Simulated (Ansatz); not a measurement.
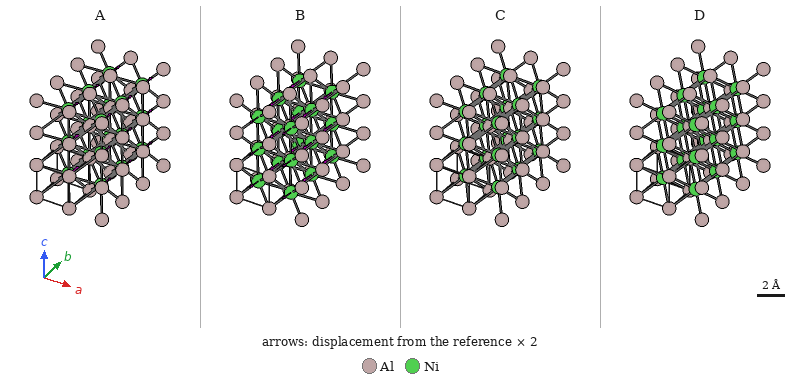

Energy scan for solid AlNi (Pm-3m), in which the whole Ni sublattice is shifted rigidly, towards the nearest copy of atom 1 (Al) at 2.479 Å, all else fixed. A ball-and-stick model of the cell of the calculation, repeated 2 × 3 × 3 with one cell outlined, seen from a free direction. Purple arrows: displacements from the reference.

The calculation used DFT PBEsol, scalar-relativistic, plane waves, PAW in Ansatz 0.2.0. Set-up: plane-wave cutoff 420 eV; k-point mesh 20 × 20 × 20; occupations gaussian; smearing width 0.15 eV; no spin polarisation. Energies (free energies at the smearing named) are counted from the relaxed crystal.

> Order these geometries by energy, lowest first.

Lowest first: D (the displacement 0.00 Å, 0 meV/cell), C (the displacement −0.25 Å, 208 meV/cell), B (the displacement 0.4375 Å, 733 meV/cell), A (the displacement −0.50 Å, 1018 meV/cell). Over the whole scan: the lowest computed point lies at the displacement 0.00 Å (0 meV/cell). The end points stand at 1018 meV/cell (−0.50 Å) and 1018 meV/cell (0.50 Å). The curvature at zero is about 6.3 eV/Å² per cell. The well is symmetric. At the highest point the shortest interatomic distance is 1.98 Å, against 2.48 Å in the reference. The distortion takes the space group from Pm-3m to R3m.

Limits of the set-up: an element that often carries a moment was run without spin polarisation.
